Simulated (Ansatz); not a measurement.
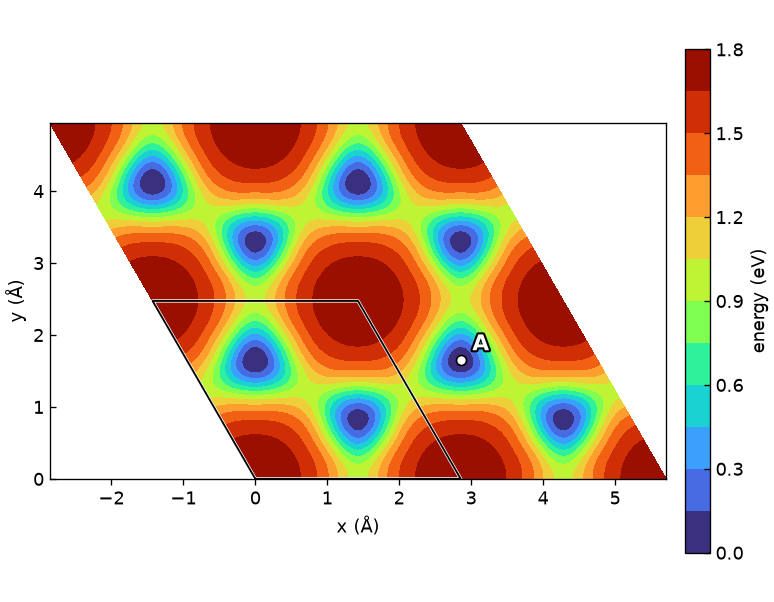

S on a W(111) slab cut from the Fm-3m phase, its upper half relaxed before the scan (3 atoms of substrate and one adsorbate in a 1 × 1 cell). 
- S is moved over the surface cell; relaxed at each place: the height of the adsorbate's atoms; substrate rigid; the origin of the map has the adsorbate above W3.
- Places are given modulo a cell vector. The map is drawn in real space over the plane of the surface.
- The scan uses a 6 × 6 grid; 10 points were computed and 26 follow by symmetry.
- Energies: eV, counted from the lowest grid point.
- With one adsorbate in each 1 × 1 cell, its nearest image is 2.9 Å away, so neighbouring adsorbates interact.
- Theory: DFT PBE, scalar-relativistic, plane waves, PAW in Ansatz 0.2.0. Settings: cutoff 420 eV, k-mesh 9×9×1, gaussian smearing 0.1 eV, no spin polarisation.

In the figure: filled contours, the outline of one cell of the 2 × 2 shown, the point A. Between grid points the surface is interpolated.

**Find the lowest pass out of the well at A.**

The easiest path leads from the well at a threefold hollow over a second-layer W atom, (2/6, 4/6) of the cell vectors to the well at a threefold hollow over a third-layer W atom, (4/6, 2/6) of the cell vectors, about 0.038 eV higher. Its highest point lies about 0.99 eV above the bottom of the first well on the interpolated surface, at a bridge site between two W atoms, (0/6, 3/6) of the cell vectors. This is the barrier on the constrained surface; relaxing the other coordinates would change it.

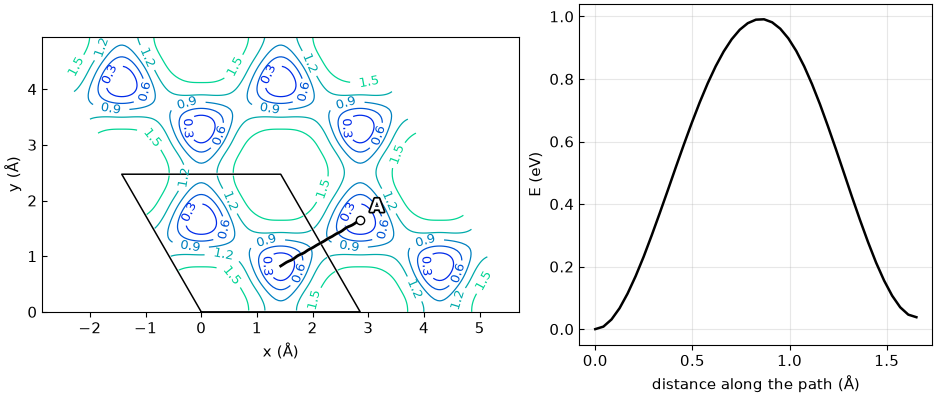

The picture shows contour lines labelled in eV, a line along the lowest path, the outline of one cell of the 2 × 2 shown, the energy along the path at the right. Between grid points the surface is interpolated.

PAW datasets: the set soft_1.
